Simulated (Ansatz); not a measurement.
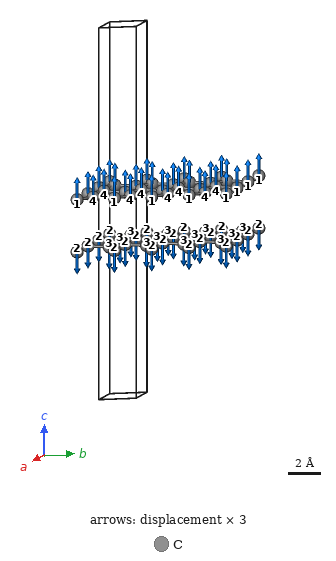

This is a relaxation of solid C (built on the database_164 type). The starting structure is drawn; blue arrows show the displacements (the part carried along by the change of the cell is left out), magnified 3 times.

The picture is a ball-and-stick view of the cell of the calculation, repeated 3 × 4 × 1 with one cell outlined, seen slightly off an axis.

Case: structure listed in a database for this formula (P-3m1, No. 164).

These are results of DFT PBE, scalar-relativistic, plane waves, PAW (Ansatz), not measurements. Set-up: plane-wave cutoff 420 eV; k-point mesh 21 × 21 × 2; occupations gaussian; smearing width 0.1 eV; no spin polarisation; cell and atoms relaxed; force threshold 0.01 eV/Å; at most 80 steps.

Describe the change and its energy.

The largest moves relative to the cell, 0.49 Å, are those of C1, C2, C3 and C4. C1 goes along +c. The volume changes by +0.7 %, with a = b 2.456 → 2.466 Å (+0.4 %), c 24.134 → 24.114 Å (−0.1 %). Some distances before and after: C1–C4 1.418 → 1.424 Å. The space group stays P-3m1 (No. 164). Over 6 accepted moves (7 points after the start) the energy falls by 7.2 meV per atom. Largest force component: 0.053 eV/Å at the start, 0.0026 eV/Å at the end. The pressure goes from 1.08 to 0.01 GPa. The SCF was repeated once at an unchanged geometry on a basis and grid sized afresh for the cell, which shifted the energy by 0.2 meV per atom at most. The run took about 80 core-seconds on a shared host.
